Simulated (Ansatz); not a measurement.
Here is a crystal structure:

```
CELL_PARAMETERS angstrom
4.89247 0.00000 0.00000
0.00000 4.89247 0.00000
0.00000 0.00000 4.89247
ATOMIC_POSITIONS crystal
Gd 0.50000 0.00000 0.00000
N 0.00000 0.00000 0.00000
Gd 0.50000 0.50000 0.50000
N 0.00000 0.50000 0.50000
Gd 0.00000 0.00000 0.50000
N 0.50000 0.00000 0.50000
Gd 0.00000 0.50000 0.00000
N 0.50000 0.50000 0.00000
```

**What crystal do these data define?**

Its composition is GdN. It takes space group Fm-3m (No. 225) on a face-centred cubic lattice. The arrangement is known as rock salt (NaCl type). Cell content 4 Gd, 4 N; Z = 4. Gd bonds to six N in an octahedral arrangement at 2.45 Å. N bonds to six Gd in an octahedral arrangement at 2.45 Å. The bonds build a three-dimensional framework.

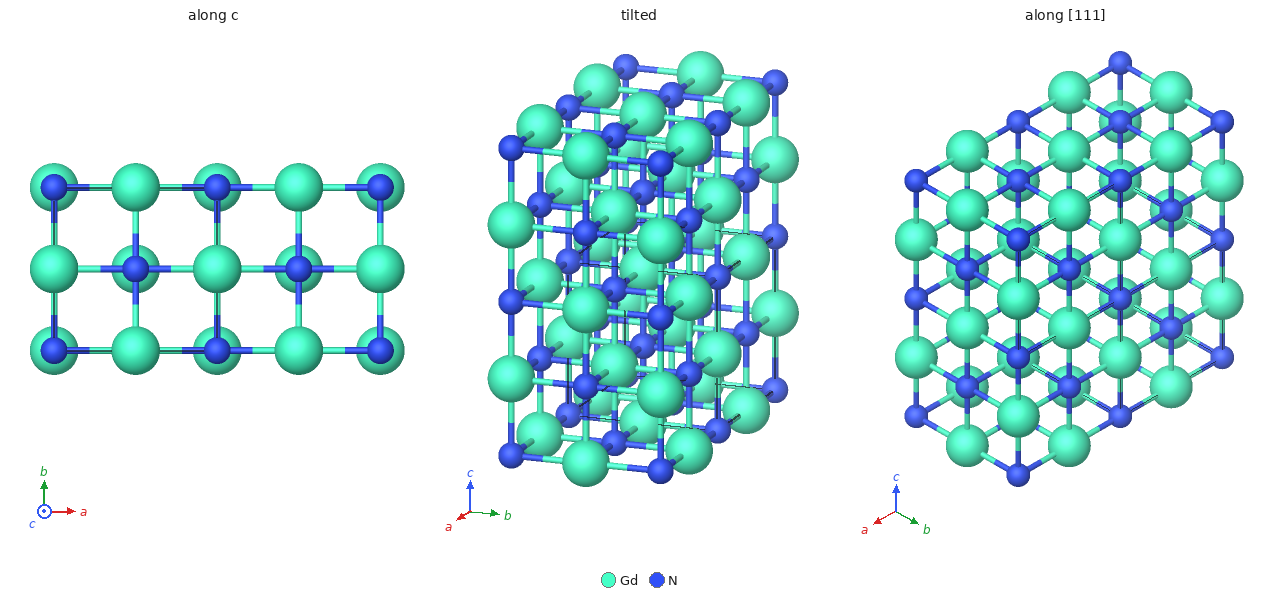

Ball-and-stick representation of a periodic structure, projected along the c axis, slightly off an axis and along [111]. Solid lines give the conventional unit cell, repeated here 2×1×2 times. Colours: gadolinium teal, nitrogen blue.

The structure comes from a structure type known for this compound. The cell was then strained or its atoms displaced on purpose. Ansatz was used for an electronic-structure calculation on it.

At this level of theory the cell isn't at rest (compressed, at 9 GPa), so its distances can differ from those at equilibrium, the more so the softer the solid.
